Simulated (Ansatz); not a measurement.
**Al₄Ga₁₃N₁₅ (charge −2): geometry relaxation (part 2 of 3)**

Al₄Ga₁₃N₁₅ (defect cell, 32 atoms in the cell, total charge −2); DFT PBEsol, scalar-relativistic, plane waves, PAW, no spin polarisation (Ansatz 0.2.0); cutoff 420 eV, 2×2×2 k-mesh, Gaussian smearing of 0.01 eV. The structure derives from a Materials Project entry. It belongs to a series of runs on one base structure; here: Ga on a N site (e), charge -2, atoms relaxed at the host's cell.

### Output, continued
```
  k-point 1: bands = ["-6.3856", "-5.8921", "-5.8232", "-5.7020", "-5.6556", "-5.5811", "-5.5211", "-5.4658", "-5.4646", "-5.4182", "-5.4023", "-5.3254", "-5.3243", "-5.2709", "-5.2550", "-4.1461", "-4.1287", "-4.1237", "-4.1156", "-4.1133", "-4.0992", "-4.0770", "-4.0768", "-4.0747", "-4.0588", "-4.0555", "-4.0340", "-4.0339", "-4.0227", "-4.0150", "-3.9997", "-3.9912", "-3.9738", "-3.9616", "-3.9561", "-3.9529", "-3.9423", "-3.9339", "-3.9255", "-3.9081", "-3.9063", "-3.9006", "-3.8914", "-3.8802", "-3.8732", "-3.8537", "-3.8224", "-3.8206", "-3.7581", "-3.7205", "-3.6879", "-3.6769", "-3.6644", "-3.5962", "-3.5915", "-3.4736", "-3.4583", "-3.4429", "-3.4228", "-3.4045", "-3.3861", "-3.3652", "-3.3585", "-3.3223", "-3.2390", "-2.9510", "-2.8904", "-2.8857", "-2.6430", "-2.4883", "-2.4121", "-2.3297", "-2.2760", "-2.2689", "-2.1867", "-2.1202", "-2.0295", "-2.0155", "-2.0000", "-1.9612", "2.3973", "2.6544", "2.8462", "3.0668", "3.2602", "3.3703", "3.4767", "3.5318", "3.8624", "3.9077", "4.3288", "4.5137", "4.8124", "5.0065", "5.0106", "5.4214", "5.4422", "5.4771", "5.5902", "6.1599", "6.1646", "6.2221", "6.3363", "6.4614", "6.8805", "6.8840", "6.9399", "7.0534", "7.0671", "7.0676", "7.1334", "7.3946", "7.4110", "7.4261", "7.4911", "7.8560", "7.8903", "7.9414", "8.1205", "8.2310", "8.2715", "8.3419", "8.4186", "8.5577", "8.6338", "8.6392", "10.8470", "11.1304", "11.2329", "12.6615", "13.2888", "13.5795", "14.1817", "14.4804", "14.5097", "14.8422", "14.9656", "14.9667", "15.2752", "15.4933", "15.5476", "15.7166", "15.8603", "16.1169", "16.1499", "16.6565", "16.7886", "17.0374", "17.0614", "17.1912", "17.2908", "17.3151", "17.5122", "17.6265", "17.7884", "17.9082", "17.9697", "18.1848", "18.4918", "18.5218", "18.7754"]
--- Relaxed structure (4 steps of the walk, 4 accepted, 0 SCFs on fresh bases) ---
  F+E_penalty+E_count = -56432.16110833 eV   max|allowed force component| = 2.077e-2 eV/Å
  atoms:
    - { symbol: Al, position: [-0.008375330132989519, -0.008375330132989519, -0.009311084706009333] }
    - { symbol: Al, position: [0.5000000000000001, 0.5000000000000001, 0.03590699307660245] }
    - { symbol: Al, position: [0.5000000000000001, 0.00837533013298947, 0.49906424542698036] }
    - { symbol: Al, position: [0.00837533013298947, 0.5000000000000001, 0.49906424542698036] }
    - { symbol: Ga, position: [0.22063398097847167, 0.22063398097847167, 0.46906244313865003] }
    - { symbol: Ga, position: [0.7511276220918686, 0.7511276220918686, 0.5110623720738395] }
    - { symbol: Ga, position: [0.7511745627833046, 0.2596046971212576, 0.0010681148059469292] }
    - { symbol: Ga, position: [0.2596046971212576, 0.7511745627833046, 0.0010681148059469292] }
    - { symbol: Ga, position: [0.24887237790813155, 0.5, 0.2599347499819711] }
    - { symbol: Ga, position: [0.7403953028787424, -0.008430134337952977, 0.24146341768468932] }
    - { symbol: Ga, position: [0.7793660190215284, 0.5, 0.7484284621601784] }
    - { symbol: Ga, position: [0.24882543721669537, 0.008430134337952977, 0.7498935520226424] }
    - { symbol: Ga, position: [0.5, 0.24887237790813155, 0.2599347499819711] }
    - { symbol: Ga, position: [-0.008430134337952977, 0.7403953028787424, 0.24146341768468932] }
    - { symbol: Ga, position: [0.008430134337952977, 0.24882543721669537, 0.7498935520226424] }
    - { symbol: Ga, position: [0.5, 0.7793660190215284, 0.7484284621601784] }
    - { symbol: Ga, position: [0.5, 0.5, 0.7526512104969589] }
    - { symbol: N, position: [-0.0001958610316115661, -0.0001958610316115661, 0.7553318873621686] }
    - { symbol: N, position: [0.00019586103161155222, 0.5, 0.2555277483937801] }
    - { symbol: N, position: [0.5, 0.00019586103161155222, 0.2555277483937801] }
    - { symbol: N, position: [0.4999999999999999, 0.7660480637476959, 0.48976567736472] }
    - { symbol: N, position: [-0.018617284134343423, 0.24428653433988418, 0.489281407308488] }
    - { symbol: N, position: [0.018617284134343492, 0.7629038184742276, 0.00789869144283134] }
    - { symbol: N, position: [0.5000000000000001, 0.24795411199566972, 0.011630265871590828] }
    - { symbol: N, position: [0.7660480637476959, 0.4999999999999999, 0.48976567736472] }
    - { symbol: N, position: [0.24428653433988418, -0.018617284134343423, 0.489281407308488] }
    - { symbol: N, position: [0.24795411199566966, 0.5, 0.011630265871590828] }
    - { symbol: N, position: [0.7629038184742276, 0.018617284134343492, 0.00789869144283134] }
    - { symbol: N, position: [0.2339519362523042, 0.2339519362523042, 0.22371761361702405] }
    - { symbol: N, position: [0.7520458880043305, 0.7520458880043305, 0.2636761538759212] }
    - { symbol: N, position: [0.7557134656601157, 0.23709618152577236, 0.7449948729686037] }
    - { symbol: N, position: [0.23709618152577236, 0.7557134656601157, 0.7449948729686037] }
```

### Trajectory as extended XYZ (Å, eV, eV/Å), 4 frames, from step=1 to step=4
```
32
Lattice="-4.4676 4.4676 4.4676 4.4676 -4.4676 4.4676 4.4676 4.4676 -4.4676" Properties=species:S:1:pos:R:3:forces:R:3 step=1 energy=-56431.95680
Al   -0.0325   -0.0325   -0.0243    0.0057   0.0057   0.0366
Al    0.1670    0.1670    4.3006   -0.8807  -0.8807   0.8807
Al    0.0243    4.4351    0.0325   -0.0366   0.0057  -0.0057
Al    4.4351    0.0243    0.0325    0.0057  -0.0366  -0.0057
Ga    2.0913    2.0913   -0.1824    0.3034   0.3034   0.7225
Ga    2.2750    2.2750    4.4392   -0.0164  -0.0164  -0.1489
Ga   -2.1971    2.2128    4.5161    0.1399  -0.1838  -0.0114
Ga    2.2128   -2.1971    4.5161   -0.1838   0.1399  -0.0114
Ga    2.2750    0.0284    2.1926   -0.0164   0.1489   0.0164
Ga   -2.2548    4.4192    2.1971   -0.1838   0.0114  -0.1399
Ga    2.0913    4.6501    2.3763    0.3034  -0.7225  -0.3034
Ga    2.2705    4.4192   -2.2128    0.1399   0.0114   0.1838
Ga    0.0284    2.2750    2.1926    0.1489  -0.0164   0.0164
Ga    4.4192   -2.2548    2.1971    0.0114  -0.1838  -0.1399
Ga    4.4192    2.2705   -2.2128    0.0114   0.1399   0.1838
Ga    4.6501    2.0913    2.3763   -0.7225   0.3034  -0.3034
Ga    3.3206    3.3206    1.1470    0.4746   0.4746  -0.4746
N     3.3732    3.3732   -3.3784    0.0352   0.0352  -0.0384
N     3.3732   -1.0892    1.0945    0.0352   0.0384  -0.0352
N    -1.0892    3.3732    1.0945    0.0384   0.0352  -0.0352
N     3.3747    1.0258    3.4418    0.1575  -0.4716   0.4716
N     3.3680    1.0102   -1.1819    0.0475  -0.1668  -0.1607
N     3.3680   -3.2857    3.4574    0.0475   0.1607   0.1668
N    -1.0839    1.1482    3.3194   -0.0030   0.5465  -0.5465
N     1.0258    3.3747    3.4418   -0.4716   0.1575   0.4716
N     1.0102    3.3680   -1.1819   -0.1668   0.0475  -0.1607
N     1.1482   -1.0839    3.3194    0.5465  -0.0030  -0.5465
N    -3.2857    3.3680    3.4574    0.1607   0.0475   0.1668
N     1.0258    1.0258    1.0929   -0.4716  -0.4716  -0.1575
N     1.1482    1.1482    5.5516    0.5465   0.5465   0.0030
N     1.0102    5.6495    1.0996   -0.1668   0.1607  -0.0475
N     5.6495    1.0102    1.0996    0.1607  -0.1668  -0.0475
32
Lattice="-4.4676 4.4676 4.4676 4.4676 -4.4676 4.4676 4.4676 4.4676 -4.4676" Properties=species:S:1:pos:R:3:forces:R:3 step=2 energy=-56432.13472
Al   -0.0443   -0.0443   -0.0381    0.0646   0.0646   0.0893
Al    0.1531    0.1531    4.3145   -0.2100  -0.2100   0.2100
Al    0.0381    4.4233    0.0443   -0.0893   0.0646  -0.0646
Al    4.4233    0.0381    0.0443    0.0646  -0.0893  -0.0646
Ga    2.0987    2.0987   -0.1484   -0.0518  -0.0518   0.2424
Ga    2.2838    2.2838    4.4237   -0.0936  -0.0936   0.0200
Ga   -2.1904    2.2022    4.5141    0.0522  -0.0651  -0.0445
Ga    2.2022   -2.1904    4.5141   -0.0651   0.0522  -0.0445
Ga    2.2838    0.0440    2.1838   -0.0936  -0.0200   0.0936
Ga   -2.2655    4.4212    2.1904   -0.0651   0.0445  -0.0522
Ga    2.0987    4.6160    2.3690   -0.0518  -0.2424   0.0518
Ga    2.2773    4.4212   -2.2022    0.0522   0.0445   0.0651
Ga    0.0440    2.2838    2.1838   -0.0200  -0.0936   0.0936
Ga    4.4212   -2.2655    2.1904    0.0445  -0.0651  -0.0522
Ga    4.4212    2.2773   -2.2022    0.0445   0.0522   0.0651
Ga    4.6160    2.0987    2.3690   -0.2424  -0.0518   0.0518
Ga    3.3410    3.3410    1.1266    0.1855   0.1855  -0.1855
N     3.3725    3.3725   -3.3757    0.0180   0.0180  -0.0581
N     3.3725   -1.0919    1.0951    0.0180   0.0581  -0.0180
N    -1.0919    3.3725    1.0951    0.0581   0.0180  -0.0180
N     3.3822    1.0039    3.4637    0.0867  -0.0834   0.0834
N     3.3575    1.0121   -1.1821    0.0740  -0.0526  -0.0342
N     3.3575   -3.2855    3.4556    0.0740   0.0342   0.0526
N    -1.0676    1.1653    3.3024   -0.1065   0.2281  -0.2281
N     1.0039    3.3822    3.4637   -0.0834   0.0867   0.0834
N     1.0121    3.3575   -1.1821   -0.0526   0.0740  -0.0342
N     1.1653   -1.0676    3.3024    0.2281  -0.1065  -0.2281
N    -3.2855    3.3575    3.4556    0.0342   0.0740   0.0526
N     1.0039    1.0039    1.0854   -0.0834  -0.0834  -0.0867
N     1.1653    1.1653    5.5353    0.2281   0.2281   0.1065
N     1.0121    5.6497    1.1101   -0.0526   0.0342  -0.0740
N     5.6497    1.0121    1.1101    0.0342  -0.0526  -0.0740
32
Lattice="-4.4676 4.4676 4.4676 4.4676 -4.4676 4.4676 4.4676 4.4676 -4.4676" Properties=species:S:1:pos:R:3:forces:R:3 step=3 energy=-56432.15755
Al   -0.0439   -0.0439   -0.0367    0.0152   0.0152   0.0250
Al    0.1543    0.1543    4.3133   -0.0037  -0.0037   0.0037
Al    0.0367    4.4238    0.0439   -0.0250   0.0152  -0.0152
Al    4.4238    0.0367    0.0439    0.0152  -0.0250  -0.0152
Ga    2.0965    2.0965   -0.1309   -0.0520  -0.0520   0.0588
Ga    2.2828    2.2828    4.4232   -0.0215  -0.0215   0.0620
Ga   -2.1890    2.2010    4.5108   -0.0025  -0.0141   0.0015
Ga    2.2010   -2.1890    4.5108   -0.0141  -0.0025   0.0015
Ga    2.2828    0.0445    2.1848   -0.0215  -0.0620   0.0215
Ga   -2.2666    4.4244    2.1890   -0.0141  -0.0015   0.0025
Ga    2.0965    4.5985    2.3712   -0.0520  -0.0588   0.0520
Ga    2.2786    4.4244   -2.2010   -0.0025  -0.0015   0.0141
Ga    0.0445    2.2828    2.1848   -0.0620  -0.0215   0.0215
Ga    4.4244   -2.2666    2.1890   -0.0015  -0.0141   0.0025
Ga    4.4244    2.2786   -2.2010   -0.0015  -0.0025   0.0141
Ga    4.5985    2.0965    2.3712   -0.0588  -0.0520   0.0520
Ga    3.3538    3.3538    1.1138    0.0423   0.0423  -0.0423
N     3.3729    3.3729   -3.3768    0.0112   0.0112  -0.0275
N     3.3729   -1.0908    1.0947    0.0112   0.0275  -0.0112
N    -1.0908    3.3729    1.0947    0.0275   0.0112  -0.0112
N     3.3788    0.9975    3.4701    0.0315   0.0372  -0.0372
N     3.3585    1.0129   -1.1803    0.0387  -0.0164  -0.0017
N     3.3585   -3.2874    3.4547    0.0387   0.0017   0.0164
N    -1.0696    1.1748    3.2928   -0.0361   0.0463  -0.0463
N     0.9975    3.3788    3.4701    0.0372   0.0315  -0.0372
N     1.0129    3.3585   -1.1803   -0.0164   0.0387  -0.0017
N     1.1748   -1.0696    3.2928    0.0463  -0.0361  -0.0463
N    -3.2874    3.3585    3.4547    0.0017   0.0387   0.0164
N     0.9975    0.9975    1.0888    0.0372   0.0372  -0.0315
N     1.1748    1.1748    5.5372    0.0463   0.0463   0.0361
N     1.0129    5.6479    1.1091   -0.0164   0.0017  -0.0387
N     5.6479    1.0129    1.1091    0.0017  -0.0164  -0.0387
32
Lattice="-4.4676 4.4676 4.4676 4.4676 -4.4676 4.4676 4.4676 4.4676 -4.4676" Properties=species:S:1:pos:R:3:forces:R:3 step=4 energy=-56432.16111
Al   -0.0416   -0.0416   -0.0332   -0.0025  -0.0025   0.0031
Al    0.1604    0.1604    4.3072    0.0033   0.0033  -0.0033
Al    0.0332    4.4260    0.0416   -0.0031  -0.0025   0.0025
Al    4.4260    0.0332    0.0416   -0.0025  -0.0031   0.0025
Ga    2.0956    2.0956   -0.1242    0.0024   0.0024   0.0170
Ga    2.2832    2.2832    4.4283   -0.0059  -0.0059   0.0150
Ga   -2.1914    2.2009    4.5110   -0.0044  -0.0120   0.0083
Ga    2.2009   -2.1914    4.5110   -0.0120  -0.0044   0.0083
Ga    2.2832    0.0393    2.1844   -0.0059  -0.0150   0.0059
Ga   -2.2667    4.4242    2.1914   -0.0120  -0.0083   0.0044
Ga    2.0956    4.5918    2.3720    0.0024  -0.0170  -0.0024
Ga    2.2762    4.4242   -2.2009   -0.0044  -0.0083   0.0120
Ga    0.0393    2.2832    2.1844   -0.0150  -0.0059   0.0059
Ga    4.4242   -2.2667    2.1914   -0.0083  -0.0120   0.0044
Ga    4.4242    2.2762   -2.2009   -0.0083  -0.0044   0.0120
Ga    4.5918    2.0956    2.3720   -0.0170   0.0024  -0.0024
Ga    3.3626    3.3626    1.1051   -0.0023  -0.0023   0.0023
N     3.3745    3.3745   -3.3763    0.0069   0.0069   0.0074
N     3.3745   -1.0913    1.0931    0.0069  -0.0074  -0.0069
N    -1.0913    3.3745    1.0931   -0.0074   0.0069  -0.0069
N     3.3767    0.9995    3.4681   -0.0072   0.0208  -0.0208
N     3.3605    1.0114   -1.1777   -0.0012  -0.0046  -0.0114
N     3.3605   -3.2899    3.4563   -0.0012   0.0114   0.0046
N    -1.0741    1.1780    3.2896    0.0153   0.0141  -0.0141
N     0.9995    3.3767    3.4681    0.0208  -0.0072  -0.0208
N     1.0114    3.3605   -1.1777   -0.0046  -0.0012  -0.0114
N     1.1780   -1.0741    3.2896    0.0141   0.0153  -0.0141
N    -3.2899    3.3605    3.4563    0.0114  -0.0012   0.0046
N     0.9995    0.9995    1.0909    0.0208   0.0208   0.0072
N     1.1780    1.1780    5.5417    0.0141   0.0141  -0.0153
N     1.0114    5.6453    1.1071   -0.0046   0.0114   0.0012
N     5.6453    1.0114    1.1071    0.0114  -0.0046   0.0012
```

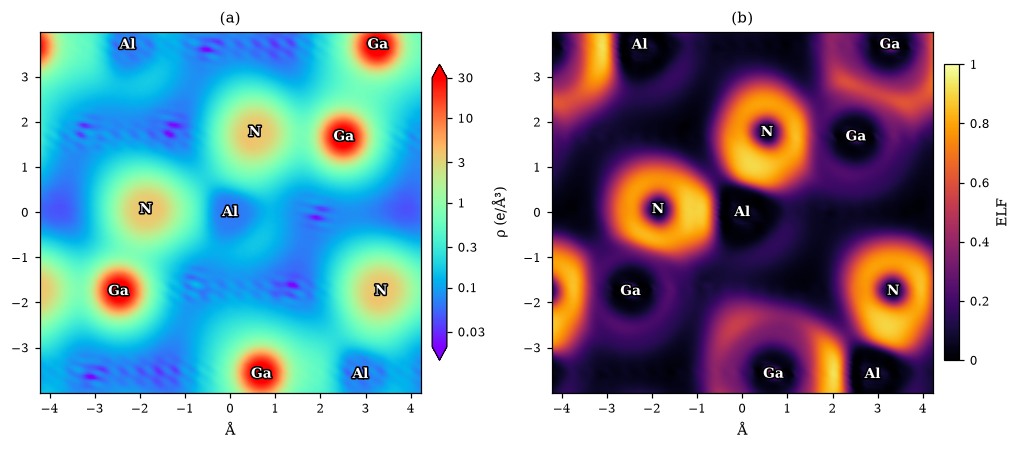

**Figure 1.** (a) valence charge density (pseudo); (b) electron localisation function on the (11̄0) plane of the calculation cell. Al–N (1.85 Å): ρ is about 0.74 e/Å³ halfway; the ELF peaks at about 0.90 between the atoms (a shared but strongly polarised pair). Ga–N (1.91 Å): ρ is about 0.8 e/Å³ halfway; the ELF is about 0.45 at the midpoint. Ga–Ga (2.17 Å): the density is about 0.65 e/Å³ at the midpoint; the ELF is about 0.55 at the midpoint. Al–N (1.90 Å): ρ is about 0.69 e/Å³ halfway; the ELF peaks at about 0.90 between the atoms, which marks a shared but strongly polarised pair. Ga–N (1.97 Å): the density is about 0.71 e/Å³ at the midpoint; the ELF is about 0.45 at the midpoint. Away from the nuclei the density in this plane falls to 0.009 e/Å³ at its lowest. Core electrons are frozen (PAW), so the fields are smoothed inside the atomic spheres.

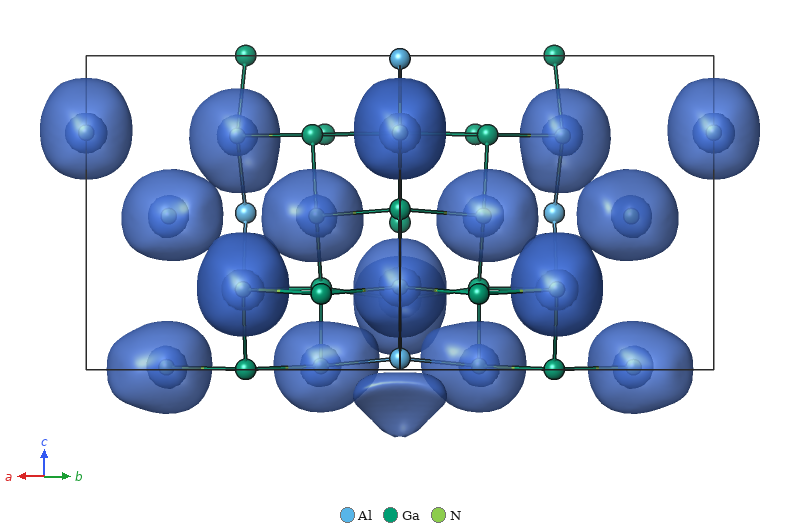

**Figure 2.** Isosurface of the electron localisation function at 0.65 (blue), seen along [110]. Core shells and regions of very low density are left out. Sticks mark near contacts. The outline is the calculation cell. Ga–N (1.91 Å): the ELF is about 0.50 at the midpoint.

This output came from the following input.
